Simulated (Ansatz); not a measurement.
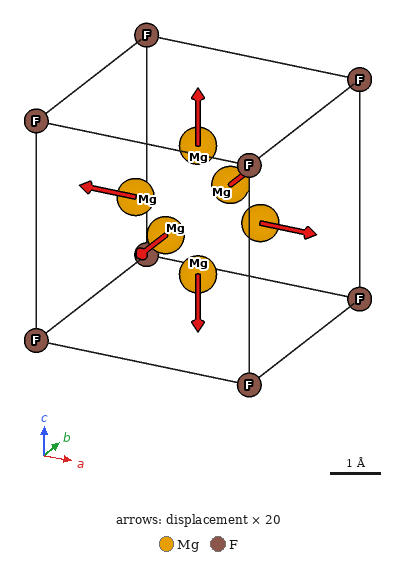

This is a relaxation of crystalline Mg6F (a generated structure, set up in Pm-3m) (coarse preliminary run). The starting structure is drawn; red arrows show the displacements (the part carried along by the change of the cell is left out), 20 times their true length.

Style: ball-and-stick. Shown: the cell of the calculation, from a free direction.

Level of theory: DFT PBE, scalar-relativistic, plane waves, PAW (Ansatz).

Input file:
```yaml
crystal:
  lattice:
    - [4.8015071, 0.0, 0.0]
    - [0.0, 4.8015071, 0.0]
    - [0.0, 0.0, 4.8015071]
  atoms:
    - { symbol: Mg, position: [0.5, 0.5, 0.207] }
    - { symbol: Mg, position: [0.5, 0.5, 0.793] }
    - { symbol: Mg, position: [0.207, 0.5, 0.5] }
    - { symbol: Mg, position: [0.793, 0.5, 0.5] }
    - { symbol: Mg, position: [0.5, 0.207, 0.5] }
    - { symbol: Mg, position: [0.5, 0.793, 0.5] }
    - { symbol: F, position: [0.0, 0.0, 0.0] }
basis:
  ecutwfc: 420
kpoints:
  mp_grid: { grid: [4, 4, 4] }
hamiltonian:
  xc: pbe
scf:
  occupations: { method: gaussian, width: 0.1 }
  lower_state_search: "off"
output:
  forces: true
  stress: true
  eigenvalues: true
relax:
  adjacent_minimum: "off"
  f_tol: 0.04
  max_steps: 70
  cell: { stress_tol: 0.4 }
```

Launched with:
```bash
ansatz run input.yaml --threads 1 --pin off --max-ram 2048MiB --backend cpu --events-out ev --progress --plain --runs-dir out
```

### Atoms of which element are displaced furthest, and by how much?

Magnesium: up to 0.064 Å, against 0.000 Å for fluorine.

### What happened in the run?

The largest moves relative to the cell, 0.064 Å, are those of Mg1, Mg2, Mg3, Mg4, Mg5 and Mg6. Mg2 goes along +c. F stays in place. The volume changes by +266.8 %, with a = b = c 4.802 → 7.405 Å (+54.2 %). Near-neighbour distances that change, for instance: Mg1–Mg2 2.814 → 4.468 Å, Mg1–Mg3 1.990 → 3.159 Å, Mg1–Mg2 (another image) 1.988 → 2.937 Å. The space group stays Pm-3m (No. 221). The energy falls by 31.448 eV per cell of the calculation in 13 accepted moves (16 points after the start). The largest force component goes from 12 to 0.005 eV/Å. Pressure: 95.46 GPa at the start and −0.01 GPa at the end. The SCF was repeated 3 times at an unchanged geometry on a basis and grid sized afresh for the cell, which shifted the energy by 2.575 eV per cell of the calculation at most. Cost: 93 s on 1 thread of Arm Neoverse V2, with other jobs on the host, peak memory 0.52 GiB.
